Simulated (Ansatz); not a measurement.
AlO

Input file:

```
crystal:
  lattice:
    - [2.7317639256, 0.0, 0.0]
    - [0.0, 2.7317639256, 0.0]
    - [0.0, 0.0, 2.7317639256]
  atoms:
    - { symbol: Al, position: [0.5, 0.5, 0.5] }
    - { symbol: O, position: [0.0, 0.0, 0.0] }
hamiltonian:
  xc: pbe
  pseudopotentials: { kind: paw }
kpoints:
  mp_grid: { grid: [10, 10, 10] }
scf:
  occupations: { method: fermi_dirac, width: 0.05 }
output:
  forces: true
  stress: true
  eigenvalues: true
  write_density: true
  write_potential: true
  elf: true
  volumetric_format: npy
```

Command:

```sh
ansatz run input.yaml --threads 2 --pin off --max-ram 5632MiB --backend cpu --events-out ev --progress --plain --runs-dir out
```

Below, planes, directions and counts refer to the conventional cell (a = 2.73 Å, b = 2.73 Å, c = 2.73 Å, α = 90.00°, β = 90.00°, γ = 90.00°).

Space group Pm-3m; a generated structure, not necessarily the stable one; computed pressure about 6 GPa in this cell.

Level of theory: Kohn-Sham DFT of a periodic cell, PBE, Ansatz PAW (Ansatz).

### What can the converged valence pseudo-density and electron localisation function tell about the bonding?

Al–O (2.37 Å): ρ is about 0.27 e/Å³ halfway; the ELF is about 0.40 at the midpoint.

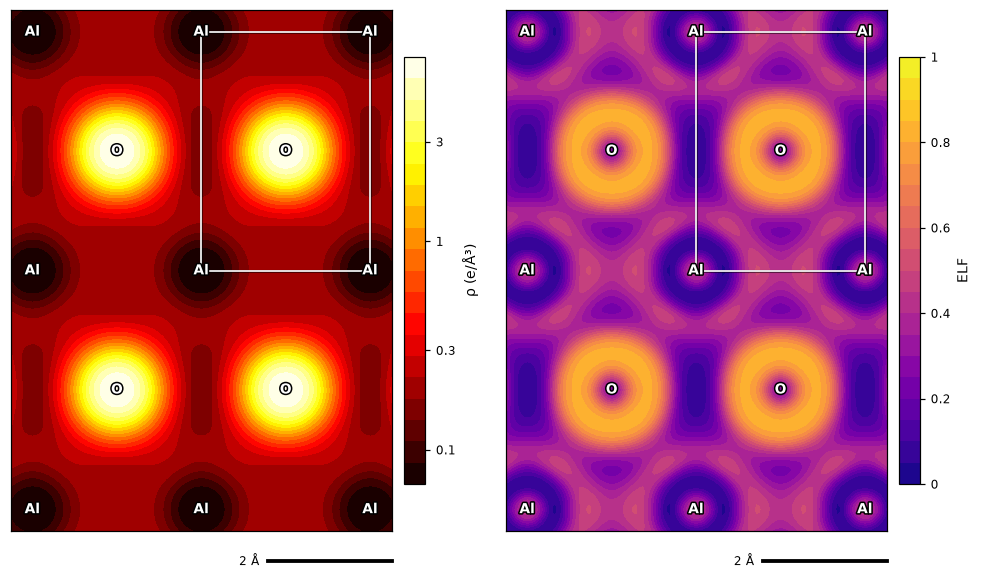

Computed valence pseudo-density and electron localisation function on the (011̄) plane of the conventional cell, in this order. 

The density is the valence pseudo-density of a PAW calculation; it isn't the true density close to the nuclei.
